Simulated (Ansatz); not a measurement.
System: N on a slab of content C.

The given structure:
```xyz
8
Lattice="2.4650 0.0000 0.0000 -1.2325 2.1347 0.0000 0.0000 0.0000 27.1076" Properties=species:S:1:pos:R:3 pbc="T T T"
C     0.0000    0.0000    8.5000
C     1.2325    0.7116    8.5000
C     0.0000    0.0000   11.8692
C     0.0000    1.4232   11.8692
C     0.0000    0.0000   15.2384
C     1.2325    0.7116   15.2384
C     0.0000    0.0000   18.6076
C     0.0000    1.4232   18.6076
```

Method: adsorption at several starting sites on a slab cut from the named crystal, one adsorbate a surface cell, the lower planes held, the adsorption energy counts from the clean slab and the free, spin-polarised adsorbate, negative where bound, plane waves with PAW datasets, Γ-centred k mesh (Ansatz 0.2.0). Level: PBE with D3(BJ), no spin polarisation.

```csv
setting,value
crystal formula,C
crystal space group number,194
Miller index h,0
Miller index k,0
Miller index l,1
top plane,C
bottom plane,C
planes,4
surface cell,"(1, 1)"
slab thickness as cut,10.11 Å
vacuum,17 Å
surface area,5.262 Å²
wave cutoff,420 eV
k mesh,12×12×1
occupations,Gaussian
smearing width,0.1 eV
boundary,dipole corrected
adsorbate,N
```

Sites are named by a rule of distances and placed in fractions of the cell vectors a and b; the slab's top layers relax too; key: 1 = top site at (0.00, 0.00); 2 = hollow site at (0.67, 0.33); 3 = bridge site at (0.17, 0.33).

Describe the result: the adsorption energy of each starting site.

Among these starts the lowest is no. 3, at −0.898 eV; the next, no. 1, is 0.452 eV higher. In rising order: no. 3 (−0.898), no. 1 (−0.446), no. 2 (0.029), in eV.

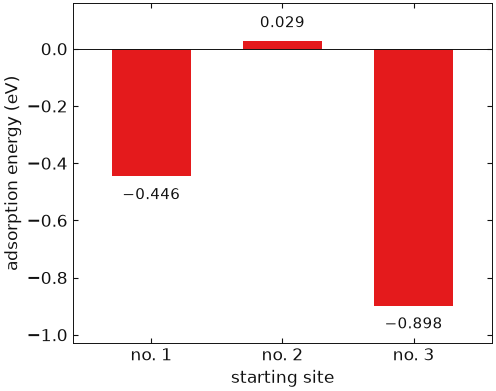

Limits of the calculation: highest levels loosely converged; no spin polarisation, a magnetic state may lie lower; open-shell adsorbate run without spin; xc potential rough in thin density.
